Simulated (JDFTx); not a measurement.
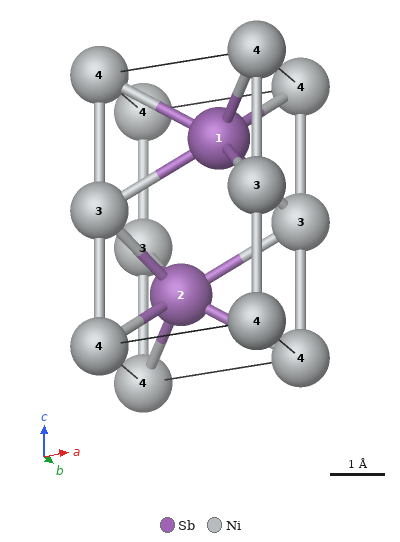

Figure 1. The structure as given in the input (ball-and-stick view of the cell of the calculation, seen at an oblique angle; atoms are numbered from 1 in the order of the input). An atom can appear more than once, as a periodic image. Near neighbours in the periodic cell (some may lie outside the picture): Sb has 6 Ni at 2.60 Å; Ni has 2 Ni at 2.56 Å and 6 Sb at 2.60 Å.

**Run report: NiSb, geometry relaxation (part 1 of 3)**

The run: geometry relaxation of NiSb (P6₃/mmc, 4 atoms in the cell). Method and program: Kohn-Sham DFT of a periodic cell, PBE, PseudoDojo-SR-PBE-0.5-standard, spin-polarised (JDFTx 1.7.0 (patched build)).

The structure derives from an entry of the Crystallography Open Database.

Output
```
*************** JDFTx 1.7.0 (patched build) ***************

Input parsed successfully to the following command list (including defaults):
[... the input with its defaults ...]

---------- Setting up symmetries ----------

Found 24 point-group symmetries of the bravais lattice
Found 24 space-group symmetries with basis
Applied RMS atom displacement 2.96654e-10 bohrs to make symmetries exact.

---------- Initializing the Grid ----------
R =
[      7.42284     -3.71142            0  ]
[            0      6.42837            0  ]
[            0            0       9.6754  ]
unit cell volume = 461.679
G =
[   0.846466   0.488707         -0  ]
[          0   0.977415          0  ]
[          0         -0   0.649398  ]
Minimum fftbox size, Smin = [  68  68  88  ]
Chosen fftbox size, S = [  70  70  90  ]

---------- Initializing tighter grid for wavefunction operations ----------
R =
[      7.42284     -3.71142            0  ]
[            0      6.42837            0  ]
[            0            0       9.6754  ]
unit cell volume = 461.679
G =
[   0.846466   0.488707         -0  ]
[          0   0.977415          0  ]
[          0         -0   0.649398  ]
Minimum fftbox size, Smin = [  48  48  64  ]
Chosen fftbox size, S = [  48  48  64  ]

---------- Exchange Correlation functional ----------
Initalized PBE GGA exchange.
Initalized PBE GGA correlation.

---------- Setting up pseudopotentials ----------
Width of ionic core gaussian charges (only for fluid interactions / plotting) set to 0

Reading pseudopotential file 'pseudo/Sb.upf':
  'Sb' pseudopotential, 'PBE' functional
  Generated using ONCVPSP code by D. R. Hamann
  15 valence electrons, 3 orbitals, 6 projectors, 1001 radial grid points, with lMax = 2
    4D    l: 2   occupation: 10.0   eigenvalue: -1.231384
    5S    l: 0   occupation:  2.0   eigenvalue: -0.471527
    5P    l: 1   occupation:  3.0   eigenvalue: -0.177427
  Core radius for overlap checks: 2.05 bohrs.

Reading pseudopotential file 'pseudo/Ni.upf':
  'Ni' pseudopotential, 'PBE' functional
  Generated using ONCVPSP code by D. R. Hamann
  18 valence electrons, 4 orbitals, 6 projectors, 1001 radial grid points, with lMax = 2
    3S    l: 0   occupation:  2.0   eigenvalue: -4.081355
    3P    l: 1   occupation:  6.0   eigenvalue: -2.623460
    3D    l: 2   occupation:  8.0   eigenvalue: -0.326118
    4S    l: 0   occupation:  2.0   eigenvalue: -0.207378
  Core radius for overlap checks: 1.60 bohrs.

Initialized 2 species with 4 total atoms.

Folded 1 k-points by 2x2x1 to 4 k-points.

---------- Setting up k-points, bands, fillings ----------
Reduced to 2 k-points under symmetry.
Computing the number of bands and number of electrons
Calculating initial fillings.
nElectrons:  66.000000   nBands: 44   nStates: 4

----- Setting up reduced wavefunction bases (one per k-point) -----
average nbasis = 7572.250 , ideal nbasis = 7563.595

---------- Setting up ewald sum ----------
Optimum gaussian width for ewald sums = 2.447260 bohr.
Real space sum over 1089 unit cells with max indices [  5  5  4  ]
Reciprocal space sum over 2535 terms with max indices [  6  6  7  ]

---------- Allocating electronic variables ----------
Initializing wave functions:  linear combination of atomic orbitals
Note: number of bands (44) exceeds available atomic orbitals (38)
Sb pseudo-atom occupations:   s ( 2 )  p ( 3 )  d ( 10 )
Ni (M=1) pseudo-atom majority spin occupations:   s ( 1 0.5 )  p ( 3 )  d ( 5 )
Ni (M=1) pseudo-atom minority spin occupations:   s ( 1 0 )  p ( 3 )  d ( 4.5 )
	FillingsUpdate:  mu: +1.473834823  nElectrons: 66.000000  magneticMoment: [ Abs: 0.48074  Tot: +0.41679 ]
LCAOMinimize: Iter:   0  F: -483.2648413735710733  |grad|_K:  2.660e-02  alpha:  1.000e+00
	FillingsUpdate:  mu: +1.464470876  nElectrons: 66.000000  magneticMoment: [ Abs: 0.47480  Tot: +0.36469 ]
LCAOMinimize: Iter:   1  F: -483.6904686949958432  |grad|_K:  2.437e-02  alpha:  7.658e-02  linmin: -2.791e-02  cgtest:  9.899e-01
LCAOMinimize: Encountered beta<0, resetting CG.
[... 62 lines of inner loops ...]
LCAOMinimize: Iter:  25  F: -488.8096132695412734  |grad|_K:  1.118e-05  alpha:  5.071e-01  linmin:  1.534e-04  cgtest: -1.260e-02
	FillingsUpdate:  mu: +0.613358315  nElectrons: 66.000000  magneticMoment: [ Abs: 0.56982  Tot: +0.49350 ]
LCAOMinimize: Iter:  26  F: -488.8096134840795344  |grad|_K:  2.518e-06  alpha:  4.435e-01  linmin: -4.543e-04  cgtest:  2.426e-02
LCAOMinimize: Converged (|Delta F|<1.000000e-06 for 2 iters).

--------- Lattice Minimization ---------

-------- Electronic minimization -----------
Will mix electronic density at each iteration.
	FillingsUpdate:  mu: +0.613358315  nElectrons: 66.000000  magneticMoment: [ Abs: 0.56982  Tot: +0.49350 ]
	FillingsUpdate:  mu: +0.604956498  nElectrons: 66.000000  magneticMoment: [ Abs: 0.56982  Tot: +0.49350 ]
SCF: Cycle:  0   F: -488.789279203210583   dF: +2.033e-02   |Residual|: 5.037e-01   |deigs|: 1.663e-01
	FillingsUpdate:  mu: +0.514253205  nElectrons: 66.000000  magneticMoment: [ Abs: 0.94797  Tot: +0.66322 ]
SCF: Cycle:  1   F: -488.645491349183942   dF: +1.438e-01   |Residual|: 4.806e-01   |deigs|: 8.906e-02
	FillingsUpdate:  mu: +0.571335181  nElectrons: 66.000000  magneticMoment: [ Abs: 0.71678  Tot: +0.61380 ]
SCF: Cycle:  2   F: -489.023811541207351   dF: -3.783e-01   |Residual|: 6.586e-02   |deigs|: 5.475e-02
	FillingsUpdate:  mu: +0.576184640  nElectrons: 66.000000  magneticMoment: [ Abs: 0.56044  Tot: +0.54407 ]
SCF: Cycle:  3   F: -489.027232800920160   dF: -3.421e-03   |Residual|: 6.006e-02   |deigs|: 6.887e-03
	FillingsUpdate:  mu: +0.572429461  nElectrons: 66.000000  magneticMoment: [ Abs: 0.53776  Tot: +0.49123 ]
SCF: Cycle:  4   F: -489.028734971670076   dF: -1.502e-03   |Residual|: 1.720e-02   |deigs|: 3.746e-03
	FillingsUpdate:  mu: +0.571695115  nElectrons: 66.000000  magneticMoment: [ Abs: 0.56459  Tot: +0.48244 ]
SCF: Cycle:  5   F: -489.028883241739322   dF: -1.483e-04   |Residual|: 4.357e-03   |deigs|: 9.165e-04
	FillingsUpdate:  mu: +0.571750350  nElectrons: 66.000000  magneticMoment: [ Abs: 0.57564  Tot: +0.48661 ]
SCF: Cycle:  6   F: -489.028894069273576   dF: -1.083e-05   |Residual|: 2.111e-03   |deigs|: 1.842e-04
	FillingsUpdate:  mu: +0.571831533  nElectrons: 66.000000  magneticMoment: [ Abs: 0.57549  Tot: +0.48869 ]
SCF: Cycle:  7   F: -489.028899380909024   dF: -5.312e-06   |Residual|: 9.804e-04   |deigs|: 1.117e-04
	FillingsUpdate:  mu: +0.571944184  nElectrons: 66.000000  magneticMoment: [ Abs: 0.57241  Tot: +0.48889 ]
SCF: Cycle:  8   F: -489.028902758511038   dF: -3.378e-06   |Residual|: 2.658e-04   |deigs|: 1.159e-04
	FillingsUpdate:  mu: +0.571945252  nElectrons: 66.000000  magneticMoment: [ Abs: 0.57222  Tot: +0.48879 ]
SCF: Cycle:  9   F: -489.028904342475641   dF: -1.584e-06   |Residual|: 1.519e-04   |deigs|: 3.602e-05
	FillingsUpdate:  mu: +0.571929713  nElectrons: 66.000000  magneticMoment: [ Abs: 0.57266  Tot: +0.48868 ]
SCF: Cycle: 10   F: -489.028905751595971   dF: -1.409e-06   |Residual|: 6.047e-05   |deigs|: 4.133e-05
	FillingsUpdate:  mu: +0.571933026  nElectrons: 66.000000  magneticMoment: [ Abs: 0.57278  Tot: +0.48865 ]
SCF: Cycle: 11   F: -489.028906343960386   dF: -5.924e-07   |Residual|: 3.894e-05   |deigs|: 1.605e-05
	FillingsUpdate:  mu: +0.571935524  nElectrons: 66.000000  magneticMoment: [ Abs: 0.57279  Tot: +0.48866 ]
SCF: Cycle: 12   F: -489.028907087855714   dF: -7.439e-07   |Residual|: 2.243e-05   |deigs|: 3.353e-05
	FillingsUpdate:  mu: +0.571934929  nElectrons: 66.000000  magneticMoment: [ Abs: 0.57276  Tot: +0.48866 ]
SCF: Cycle: 13   F: -489.028907318843039   dF: -2.310e-07   |Residual|: 1.803e-05   |deigs|: 1.726e-05
	FillingsUpdate:  mu: +0.571933902  nElectrons: 66.000000  magneticMoment: [ Abs: 0.57276  Tot: +0.48867 ]
SCF: Cycle: 14   F: -489.028907617936909   dF: -2.991e-07   |Residual|: 9.546e-06   |deigs|: 1.673e-05
	FillingsUpdate:  mu: +0.571933400  nElectrons: 66.000000  magneticMoment: [ Abs: 0.57275  Tot: +0.48867 ]
SCF: Cycle: 15   F: -489.028907714096249   dF: -9.616e-08   |Residual|: 9.633e-06   |deigs|: 8.494e-06
	FillingsUpdate:  mu: +0.571933598  nElectrons: 66.000000  magneticMoment: [ Abs: 0.57275  Tot: +0.48867 ]
SCF: Cycle: 16   F: -489.028907832858749   dF: -1.188e-07   |Residual|: 6.746e-06   |deigs|: 1.612e-05
	FillingsUpdate:  mu: +0.571933455  nElectrons: 66.000000  magneticMoment: [ Abs: 0.57275  Tot: +0.48867 ]
SCF: Cycle: 17   F: -489.028907870181570   dF: -3.732e-08   |Residual|: 3.515e-06   |deigs|: 7.389e-06
	FillingsUpdate:  mu: +0.571933307  nElectrons: 66.000000  magneticMoment: [ Abs: 0.57274  Tot: +0.48867 ]
SCF: Cycle: 18   F: -489.028907920867709   dF: -5.069e-08   |Residual|: 3.344e-06   |deigs|: 1.352e-05
	FillingsUpdate:  mu: +0.571933197  nElectrons: 66.000000  magneticMoment: [ Abs: 0.57273  Tot: +0.48867 ]
SCF: Cycle: 19   F: -489.028907939751036   dF: -1.888e-08   |Residual|: 3.922e-06   |deigs|: 7.081e-06
	FillingsUpdate:  mu: +0.571933222  nElectrons: 66.000000  magneticMoment: [ Abs: 0.57273  Tot: +0.48867 ]
SCF: Cycle: 20   F: -489.028907962483629   dF: -2.273e-08   |Residual|: 3.861e-06   |deigs|: 1.408e-05
	FillingsUpdate:  mu: +0.571933248  nElectrons: 66.000000  magneticMoment: [ Abs: 0.57273  Tot: +0.48867 ]
SCF: Cycle: 21   F: -489.028907969904310   dF: -7.421e-09   |Residual|: 4.291e-06   |deigs|: 6.792e-06
	FillingsUpdate:  mu: +0.571933203  nElectrons: 66.000000  magneticMoment: [ Abs: 0.57273  Tot: +0.48867 ]
SCF: Cycle: 22   F: -489.028907980537213   dF: -1.063e-08   |Residual|: 6.900e-06   |deigs|: 1.459e-05
	FillingsUpdate:  mu: +0.571933325  nElectrons: 66.000000  magneticMoment: [ Abs: 0.57273  Tot: +0.48867 ]
SCF: Cycle: 23   F: -489.028907983975103   dF: -3.438e-09   |Residual|: 8.266e-06   |deigs|: 7.505e-06
	FillingsUpdate:  mu: +0.571933283  nElectrons: 66.000000  magneticMoment: [ Abs: 0.57273  Tot: +0.48867 ]
SCF: Cycle: 24   F: -489.028907988661103   dF: -4.686e-09   |Residual|: 8.602e-06   |deigs|: 1.546e-05
	FillingsUpdate:  mu: +0.571933319  nElectrons: 66.000000  magneticMoment: [ Abs: 0.57273  Tot: +0.48867 ]
SCF: Cycle: 25   F: -489.028907990227083   dF: -1.566e-09   |Residual|: 8.500e-06   |deigs|: 8.067e-06
	FillingsUpdate:  mu: +0.571933206  nElectrons: 66.000000  magneticMoment: [ Abs: 0.57273  Tot: +0.48867 ]
SCF: Cycle: 26   F: -489.028907992430788   dF: -2.204e-09   |Residual|: 8.374e-06   |deigs|: 1.726e-05
	FillingsUpdate:  mu: +0.571933278  nElectrons: 66.000000  magneticMoment: [ Abs: 0.57273  Tot: +0.48867 ]
SCF: Cycle: 27   F: -489.028907993184646   dF: -7.539e-10   |Residual|: 8.839e-06   |deigs|: 9.039e-06
	FillingsUpdate:  mu: +0.571933248  nElectrons: 66.000000  magneticMoment: [ Abs: 0.57273  Tot: +0.48867 ]
SCF: Cycle: 28   F: -489.028907994255576   dF: -1.071e-09   |Residual|: 8.378e-06   |deigs|: 1.926e-05
	FillingsUpdate:  mu: +0.571933196  nElectrons: 66.000000  magneticMoment: [ Abs: 0.57272  Tot: +0.48867 ]
SCF: Cycle: 29   F: -489.028907994624603   dF: -3.690e-10   |Residual|: 7.215e-06   |deigs|: 1.025e-05
	FillingsUpdate:  mu: +0.571932968  nElectrons: 66.000000  magneticMoment: [ Abs: 0.57272  Tot: +0.48867 ]
SCF: Cycle: 30   F: -489.028907995152338   dF: -5.277e-10   |Residual|: 7.129e-06   |deigs|: 2.246e-05
SCF: Converged (|Delta E|<1.000000e-09 for 2 iters).

Setting wave functions to eigenvectors of Hamiltonian
# Lattice vectors:
R =
[      7.42284     -3.71142            0  ]
[            0      6.42837            0  ]
[            0            0       9.6754  ]
unit cell volume = 461.679

# Strain tensor in Cartesian coordinates:
[            0            0            0  ]
[            0            0            0  ]
[            0            0            0  ]

# Stress tensor in Cartesian coordinates [Eh/a0^3]:
[  1.04557e-05            0            0  ]
[            0  1.04557e-05            0  ]
[            0            0 -0.000790682  ]

# Ionic positions in cartesian coordinates:
ion Sb   3.711422108733333   2.142790553600000   7.256548318562500 1
ion Sb  -0.000000000033333   4.285581107200000   2.418849439512500 1
ion Ni   0.000000000000000   0.000000000000000   4.837698879037500 1
ion Ni   0.000000000000000   0.000000000000000  -0.000000000012500 1

# Forces in Cartesian coordinates:
force Sb   0.000000000000000   0.000000000000000   0.000000000000000 1
force Sb   0.000000000000000  -0.000000000000000   0.000000000000000 1
force Ni  -0.000000000000000  -0.000000000000000   0.000000000000000 1
force Ni  -0.000000000000000   0.000000000000000   0.000000000000000 1

# Energy components:
   Eewald =     -314.0747529327085772
       EH =      156.8724832559718436
     Eloc =     -444.9019518430487778
      Enl =      -92.0407627255156484
      Exc =      -88.5512322370390166
 Exc_core =       28.5025684100128878
       KE =      265.1656976839640834
-------------------------------------
     Etot =     -489.0279503883630809
       TS =        0.0009576067892751
-------------------------------------
        F =     -489.0289079951523377

LatticeMinimize: Iter:   0  F: -489.028907995152338  |grad|_K:  4.724e-02

#--- Lowdin population analysis ---
# oxidation-state Sb -0.249 -0.249
# magnetic-moments Sb +0.024 +0.024
# oxidation-state Ni +0.439 +0.439
# magnetic-moments Ni +0.226 +0.226

-------- Electronic minimization -----------
Will mix electronic density at each iteration.
	FillingsUpdate:  mu: +0.571932968  nElectrons: 66.000000  magneticMoment: [ Abs: 0.57611  Tot: +0.49157 ]
	FillingsUpdate:  mu: +0.567206974  nElectrons: 66.000000  magneticMoment: [ Abs: 0.57291  Tot: +0.48867 ]
SCF: Cycle:  0   F: -489.031024119911933   dF: -1.131e-04   |Residual|: 3.415e-03   |deigs|: 4.875e-05
	FillingsUpdate:  mu: +0.567685448  nElectrons: 66.000000  magneticMoment: [ Abs: 0.57586  Tot: +0.48973 ]
SCF: Cycle:  1   F: -489.031026309377069   dF: -2.189e-06   |Residual|: 2.274e-03   |deigs|: 3.801e-04
	FillingsUpdate:  mu: +0.567371171  nElectrons: 66.000000  magneticMoment: [ Abs: 0.57630  Tot: +0.49004 ]
SCF: Cycle:  2   F: -489.031031118043416   dF: -4.809e-06   |Residual|: 8.278e-04   |deigs|: 2.815e-04
	FillingsUpdate:  mu: +0.567428245  nElectrons: 66.000000  magneticMoment: [ Abs: 0.57660  Tot: +0.49052 ]
SCF: Cycle:  3   F: -489.031031581100763   dF: -4.631e-07   |Residual|: 1.712e-04   |deigs|: 4.941e-05
	FillingsUpdate:  mu: +0.567436126  nElectrons: 66.000000  magneticMoment: [ Abs: 0.57640  Tot: +0.49054 ]
SCF: Cycle:  4   F: -489.031031638332877   dF: -5.723e-08   |Residual|: 7.514e-05   |deigs|: 2.237e-05
	FillingsUpdate:  mu: +0.567432909  nElectrons: 66.000000  magneticMoment: [ Abs: 0.57644  Tot: +0.49055 ]
SCF: Cycle:  5   F: -489.031031664632735   dF: -2.630e-08   |Residual|: 3.055e-05   |deigs|: 2.301e-05
	FillingsUpdate:  mu: +0.567431363  nElectrons: 66.000000  magneticMoment: [ Abs: 0.57647  Tot: +0.49055 ]
SCF: Cycle:  6   F: -489.031031676603163   dF: -1.197e-08   |Residual|: 1.642e-05   |deigs|: 2.607e-05
	FillingsUpdate:  mu: +0.567432462  nElectrons: 66.000000  magneticMoment: [ Abs: 0.57647  Tot: +0.49055 ]
SCF: Cycle:  7   F: -489.031031685479775   dF: -8.877e-09   |Residual|: 8.194e-06   |deigs|: 3.520e-05
	FillingsUpdate:  mu: +0.567432225  nElectrons: 66.000000  magneticMoment: [ Abs: 0.57647  Tot: +0.49055 ]
SCF: Cycle:  8   F: -489.031031688816938   dF: -3.337e-09   |Residual|: 5.830e-06   |deigs|: 3.721e-05
	FillingsUpdate:  mu: +0.567432099  nElectrons: 66.000000  magneticMoment: [ Abs: 0.57647  Tot: +0.49055 ]
SCF: Cycle:  9   F: -489.031031692076169   dF: -3.259e-09   |Residual|: 2.919e-06   |deigs|: 8.593e-05
	FillingsUpdate:  mu: +0.567432003  nElectrons: 66.000000  magneticMoment: [ Abs: 0.57647  Tot: +0.49055 ]
SCF: Cycle: 10   F: -489.031031692949455   dF: -8.733e-10   |Residual|: 1.217e-06   |deigs|: 5.272e-05
	FillingsUpdate:  mu: +0.567432060  nElectrons: 66.000000  magneticMoment: [ Abs: 0.57647  Tot: +0.49055 ]
SCF: Cycle: 11   F: -489.031031693916134   dF: -9.667e-10   |Residual|: 1.418e-06   |deigs|: 1.812e-04
SCF: Converged (|Delta E|<1.000000e-09 for 2 iters).

Setting wave functions to eigenvectors of Hamiltonian
LatticeMinimize: 	Wolfe criterion not satisfied: alpha: 1  (E-E0)/|gdotd0|: -0.951664  gdotd/gdotd0: 0.909559 (taking cubic step)
```
